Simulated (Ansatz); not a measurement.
**Single-point calculation, with input and output: GaN**

The run: single-point calculation of GaN (Cm, 2 atoms in the cell). Method and program: DFT r2SCAN, scalar-relativistic, plane waves, PAW, no spin polarisation (Ansatz 0.2.0).

The structure derives from a Materials Project entry. It belongs to a series of runs on one base structure; here: atom 1 (Ga) moved by (-0.150, +0.150) A along [1 1 0] and z. Figures and captions count atoms from 1; the log counts them from 0 in places.

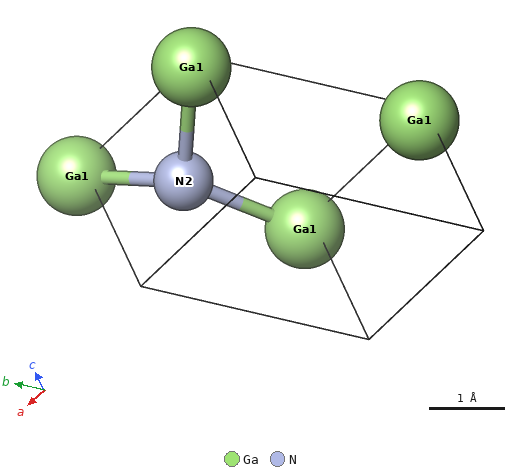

*The structure as given in the input (ball-and-stick view of the cell of the calculation, seen at an oblique angle; atoms are numbered from 1 in the order of the input). An atom can appear more than once, as a periodic image.*

**Key numbers**

```json
{"quantity": "outcome", "value": "converged"}
{"quantity": "space group (tolerance 0.01 Å)", "value": "Cm (8)"}
{"quantity": "electrons treated", "value": "18"}
{"quantity": "free energy", "value": "−4176.1694 eV"}
{"quantity": "Fermi energy", "value": "10.600 eV"}
{"quantity": "gap on the k-point mesh", "value": "1.83 eV"}
{"quantity": "pressure", "value": "2.09 GPa"}
{"quantity": "largest force (length of the vector)", "value": "1.636 eV/Å"}
{"quantity": "hardware", "value": "1 thread of Intel Xeon @ 2.50GHz (Skylake/Cascade Lake), 189 GiB of memory available, shared host"}
{"quantity": "wall time", "value": "32 s"}
{"quantity": "peak memory", "value": "0.48 GiB"}
```

**The input**
```yaml
crystal:
  lattice:
    - [0.0, 2.2535006075, 2.2535006075]
    - [2.2535006075, 0.0, 2.2535006075]
    - [2.2535006075, 2.2535006075, 0.0]
  atoms:
    - { symbol: Ga, position: [0.033281553, 0.033281553, -0.0803487767] }
    - { symbol: "N", position: [0.75, 0.75, 0.75] }
basis:
  ecutwfc: 500
kpoints:
  mp_grid: { grid: [10, 10, 10] }
hamiltonian:
  xc: r2scan
scf:
  occupations: { method: gaussian, width: 0.05 }
output:
  forces: true
  stress: true
  eigenvalues: true
  write_density: true
  write_potential: true
  elf: true
  volumetric_format: npy
```

Command:
```bash
ansatz run input.yaml --threads 1 --pin off --max-ram 2560MiB --backend cpu --events-out ev --progress --plain --runs-dir out
```

**Log**
```
Engine: ansatz 0.2.0, x86_64-unknown-linux-gnu
Pseudopotentials: kind: paw
Pseudopotential: Ga, paw, valence charge 13, recommended cutoff 500 eV (meta_gga), Ga.paw.azcp
Pseudopotential: N, paw, valence charge 5, recommended cutoff 500 eV (meta_gga), N.paw.azcp
Functional definition: r2SCAN
  parameter k0 = 0.174
  parameter k1 = 0.065
  parameter a1 = 4.9479
  exchange = r2scan_x(k0 = k0, k1 = k1, a1 = a1)
  correlation = r2scan_c
Crystal: 2 atoms, lattice volume = 22.888 Å³
Basis set: ecut = 500 eV, 561 PW (Γ), exchange–correlation on 96×96×96 points (64 copies of the dense FFT grid, shifted against one another)
Bands: 13, of which v1, the nominal top of the filled ones, is band 9 counted from 1 (8 counted from 0)
Symmetry: 2 space group operations
Space group: Cm (ITA 8), of the structure as read, at distance tolerance 2.8e-5 Å
k-points: 282 of 1000 (time reversal used)
Non-local potential: Ga, projectors of the file, l = 0: 2, l = 1: 2, l = 2: 3, l = 3: 1
Non-local potential: N, projectors of the file, l = 0: 2, l = 1: 2, l = 2: 1
PAW form: soft (Blöchl's): semilocal exchange-correlation on the pseudo side does not see the compensation charge
PAW frozen core: Ga, regenerated for the run's functional (the file was generated under x = pbe(κ = 0.804, μ = 0.2195149727645171), c = pbe(β = 0.06672455060314922))
PAW frozen core: N, regenerated for the run's functional (the file was generated under x = pbe(κ = 0.804, μ = 0.2195149727645171), c = pbe(β = 0.06672455060314922))
PAW one-centre angular grid: Ga, 590 points (default); XC on 160 Gauss nodes
PAW one-centre angular grid: N, 302 points (default); XC on 160 Gauss nodes
Initial density: superposition of atomic densities (neutral atoms: chi_scale 0, normalization atom), corrected by the library's trained network
Initial wavefunctions: pseudopotential atomic-orbital guess
Functional: x = r2scan, c = r2scan; τ floored in thin density (d = 2e-4 eV/Å³)
SCF iter   1: F=—  HF=-4176.138496 eV  |F-HF|=—  |Δ(HF+E_count)|=         —  Δρ=1.25e-2  dr2=1.39e-2  dr2_τ=9.85e-2  ethr=1.77e-3  ⟨swp⟩=4.8  Hψ=18676  notcnv=0
preconditioner: auto → none  [insulator: Δε(μ)=1.792 eV  Ē_g=19.909 eV  σ=0.050 eV  W_gap=1.00  n_scr=8 (ndim 8)  ℏωp=32.9 eV  f_vac=0.000  D(μ)=0.00/eV (n_scr^D=0)  ε∞_Penn≈3.7]
SCF iter   2: F=—  HF=-4176.169212 eV  |F-HF|=—  |Δ(HF+E_count)|=   3.07e-2  Δρ=4.53e-3  dr2=2.77e-3  dr2_τ=9.74e-5  ethr=7.72e-5  ⟨swp⟩=2.0  Hψ=9588  notcnv=0
SCF iter   3: F=—  HF=-4176.169302 eV  |F-HF|=—  |Δ(HF+E_count)|=   9.07e-5  Δρ=3.11e-3  dr2=7.22e-4  dr2_τ=5.75e-5  ethr=1.54e-5  ⟨swp⟩=2.0  Hψ=7027  notcnv=0
SCF iter   4: F=—  HF=-4176.169374 eV  |F-HF|=—  |Δ(HF+E_count)|=   7.20e-5  Δρ=7.45e-4  dr2=1.04e-4  dr2_τ=3.17e-5  ethr=4.01e-6  ⟨swp⟩=3.0  Hψ=6212  notcnv=0
SCF iter   5: F=—  HF=-4176.169362 eV  |F-HF|=—  |Δ(HF+E_count)|=   1.27e-5  Δρ=1.39e-4  dr2=4.32e-6  dr2_τ=2.38e-7  ethr=5.77e-7  ⟨swp⟩=2.1  Hψ=4677  notcnv=0
SCF iter   6: F=—  HF=-4176.169360 eV  |F-HF|=—  |Δ(HF+E_count)|=   1.49e-6  Δρ=9.50e-5  dr2=2.00e-6  dr2_τ=1.12e-7  ethr=2.40e-8  ⟨swp⟩=2.0  Hψ=5557  notcnv=0
SCF iter   7: F=—  HF=-4176.169360 eV  |F-HF|=—  |Δ(HF+E_count)|=   2.63e-7  Δρ=4.69e-5  dr2=4.93e-7  dr2_τ=5.69e-9  ethr=1.11e-8  ⟨swp⟩=1.0  Hψ=3666  notcnv=0
SCF iter   8: F=-4176.169360 eV  HF=-4176.169360 eV  |F-HF|=1.56e-8  |Δ(HF+E_count)|=   8.88e-8  Δρ=1.03e-5  dr2=2.50e-8  dr2_τ=2.30e-10  ethr=5.56e-10  ⟨swp⟩=5.8  Hψ=19676  notcnv=0
SCF 1 converged in 8 iterations: F = -4176.169360 eV  dr2 = 2.50e-8
  greatest PAW one-centre occupation: 0.995 electrons in one spin orbital (limit 2), on the Ga atom at site 0 (counted from 0), in its partial waves of l = 2
```

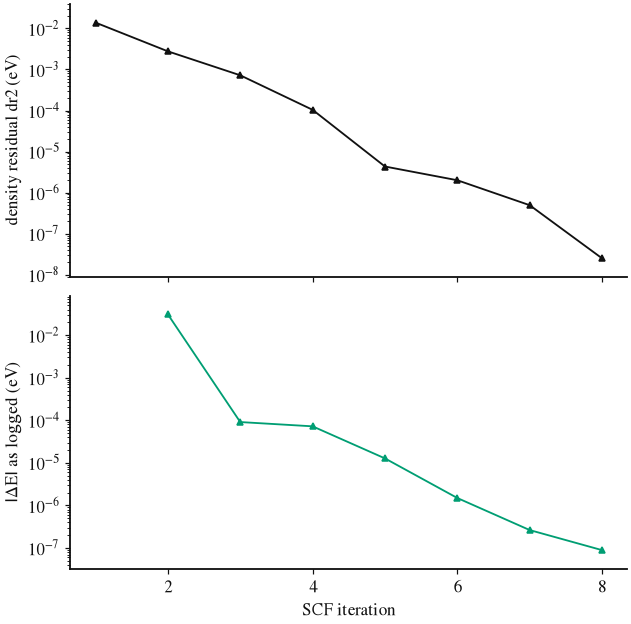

*Convergence of the self-consistent field: density residual dr2 and size of the energy change against the SCF iteration.*

The residual falls at every step.

```
SCF converged after 8 iterations
Free energy (F): -4176.169360 eV
Harris-Foulkes:  -4176.169360 eV  (|F-HF|=1.56e-8)
Internal energy: -4176.169360 eV  (E = F + TS)
E sigma→0 (E₀):  -4176.169360 eV
Fermi energy:    10.600019 eV
--- Per-component energies (eV) ---
  E_band       = -17.225583
  E_kinetic    = 247.224295
  E_local      = -1957.773430  (includes V_loc(G=0)·N_el)
  E_nonlocal   = 476.218541
  E_hartree    = 902.260412
  E_xc         = -121.829969
  E_vxc        = -143.715495  (∫ρ·V_xc dr)
  E_paw        = -2136.887551  (= ΣΔE_a)
  E_vpaw       = -451.560963  (= ΣTr[D̂ρ^β])
  E_aug_tail   = -0.000022  (compensation charges beyond the density's cutoff)
  E_vtau       = 7.862636  (kinetic-family band-sum trace: ∫τ·v_τ [+ j·A + Jᵃ·Aᵃ] dr)
  E_ewald      = -1584.699002
  E_core_change = -0.682634  (= ΣΔE_core)
  E_smearing   = -0.000000  (= −TS)
  E_closure    = -0.000000  (closes the sum)
  Σ components = -4176.169360   (vs F -4176.169360, Δ=0.00e0)
--- Forces (eV/Å), atoms counted from 1 ---
  atom   1  Ga     0.62035052     0.62035052    -1.38055344
  atom   2  N     -0.62035140    -0.62035140     1.38055830
  max |Σ_I F_I| component: 4.86e-6 eV/Å
--- Stress (GPa, compression-positive) ---
        2.627698      -6.185237       2.535009
       -6.185237       2.627698       2.535009
        2.535009       2.535009       1.017896
  P = ⅓ Tr σ = 2.0911 GPa (20.911 kbar)
--- Band table (eV; the first three rows and the last of 282) ---
  k-point 0: bands = ["-7.4671", "-4.6223", "-4.5957", "-4.4384", "-4.2497", "-4.2429", "9.0536", "9.2336", "9.6836", "11.5165", "20.4227", "20.5295", "20.7052"]
  k-point 1: bands = ["-7.3714", "-4.6120", "-4.5867", "-4.3898", "-4.2501", "-4.2433", "8.5827", "8.9684", "9.1548", "12.3885", "19.8336", "20.6096", "20.8117"]
  k-point 2: bands = ["-7.1283", "-4.5877", "-4.5660", "-4.2477", "-4.2408", "-4.2119", "6.7808", "8.7568", "8.9551", "13.4788", "18.9425", "20.6376", "20.9137"]
  k-point 281: bands = ["-6.4845", "-4.4938", "-4.4767", "-4.2129", "-4.1908", "-3.0079", "2.1321", "7.8057", "8.9651", "14.5569", "18.6644", "19.6809", "21.5523"]
```

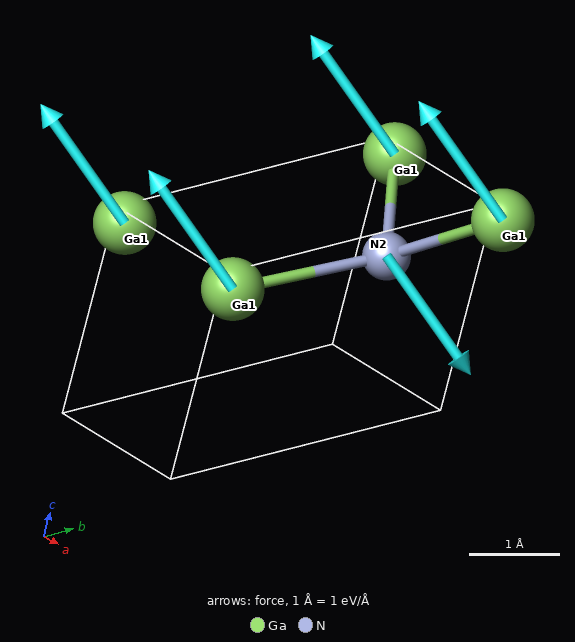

*Forces on the atoms as teal arrows (ball-and-stick view of the cell of the calculation, seen slightly off an axis; atoms are numbered from 1 in the order of the input).*

The largest act on N2 (1.64 eV/Å); Ga1 (1.64 eV/Å). The geometry is not a stationary point of this energy.

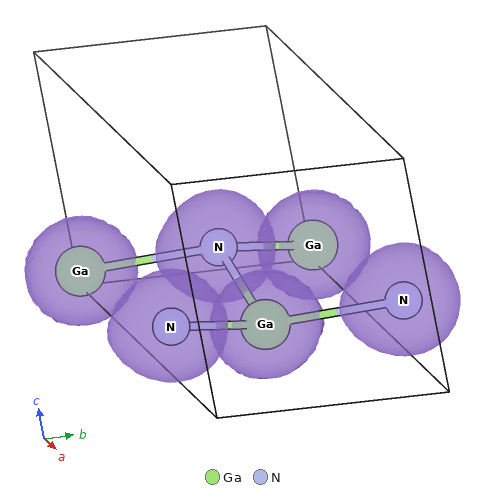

*Isosurface of the valence electron density at 1 e/Å³ (purple), seen slightly off an axis. Sticks mark near contacts. The outline is the cell set on symmetry axes.*

At this value the density breaks into separate islands; it holds about 70 % of the electrons treated as valence (semicore included). It is pinched off along the Ga–N (1.88 Å), Ga–N (1.93 Å) and Ga–N (2.16 Å) contacts. On the grid the lowest density along these lines, outside the cores, is 0.83 e/Å³ (Ga–N, 1.88 Å), 0.76 e/Å³ (Ga–N, 1.93 Å) and 0.48 e/Å³ (Ga–N, 2.16 Å). In a PAW calculation such maps are meaningful between the atoms, not at the nuclei.

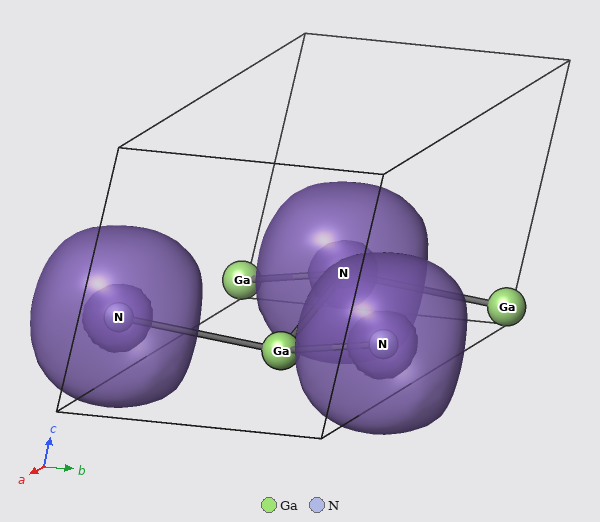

*Isosurface of the ELF at 0.6 (purple), seen slightly off an axis. Only the valence region is drawn (cores and ρ < 0.01 e/Å³ removed). Sticks mark near contacts. The outline is the cell set on symmetry axes.*

Profiles from the grid: Ga–N (1.88 Å): the ELF is about 0.50 at the midpoint. Ga–N (1.93 Å): the ELF is about 0.50 at the midpoint.
